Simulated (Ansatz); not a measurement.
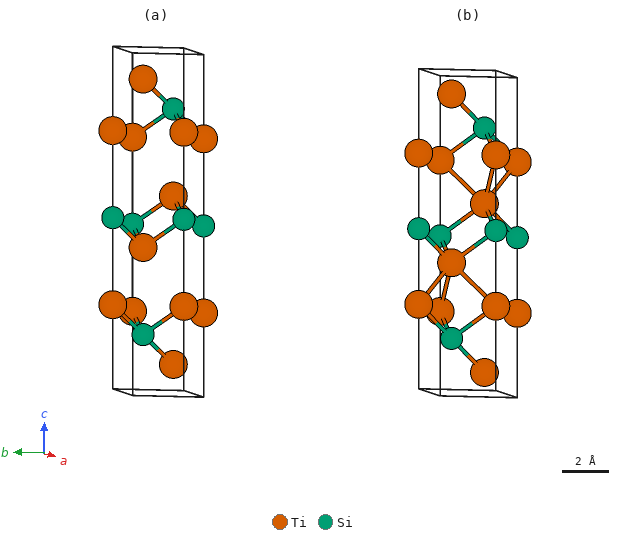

The structure of solid Ti2Si (a generated structure, set up in R-3m) (coarse preliminary run) before (left) and after (right) a relaxation, at one scale.

Style: ball-and-stick. Shown: the conventional cell (3 times the calculation's cell), from a free direction. Lengths and directions refer to the drawn axes.

Case: C → Si on all its sites, cell and atoms relaxed.

Computed with Ansatz 0.2.0, DFT PBEsol, scalar-relativistic, plane waves, PAW.

Input file:
```yaml
crystal:
  lattice:
    - [1.6164901702, 0.9332810349, 5.0544247095]
    - [-1.6164901702, 0.9332810349, 5.0544247095]
    - [0.0, -1.8665620698, 5.0544247095]
  atoms:
    - { symbol: Ti, position: [0.2458180107, 0.2458180107, 0.2458180107] }
    - { symbol: Ti, position: [0.7541819893, 0.7541819893, 0.7541819893] }
    - { symbol: Si, position: [0.5, 0.5, 0.5] }
basis:
  ecutwfc: 420
kpoints:
  mp_grid: { grid: [6, 6, 6] }
hamiltonian:
  xc: pbesol
scf:
  occupations: { method: gaussian, width: 0.1 }
output:
  forces: true
  stress: true
  eigenvalues: true
relax:
  adjacent_minimum: "off"
  f_tol: 0.05
  max_steps: 60
  cell: { stress_tol: 0.5 }
```

Run as
```bash
ansatz run input.yaml --threads 1 --pin off --max-ram 2560MiB --backend cpu --events-out ev --progress --plain --runs-dir out
```

Question: Summarise the run.

Answer: The largest moves relative to the cell, 0.25 Å, are those of Ti1 and Ti2. Ti2 goes along −c. Si stays in place. The drawn cell changes as follows: a = b 3.233 → 3.511 Å (+8.6 %), c 15.163 → 14.168 Å (−6.6 %); the volume changes by +10.2 %. Some distances before and after: Ti1–Ti2 3.245 → 2.828 Å, Ti1–Ti2 (another image) 3.041 → 3.416 Å, Ti1–Si3 2.219 → 2.449 Å. The space group stays R-3m (No. 166). The energy falls by 650 meV per atom in 4 accepted moves (5 points after the start). Largest force component: 5.3 eV/Å at the start, 0.038 eV/Å at the end. The pressure goes from 36.46 to 0.19 GPa. At 1 point the geometry stayed and the basis and grid were re-selected for the new cell (energy shift of 1.9 meV per atom at most each time).
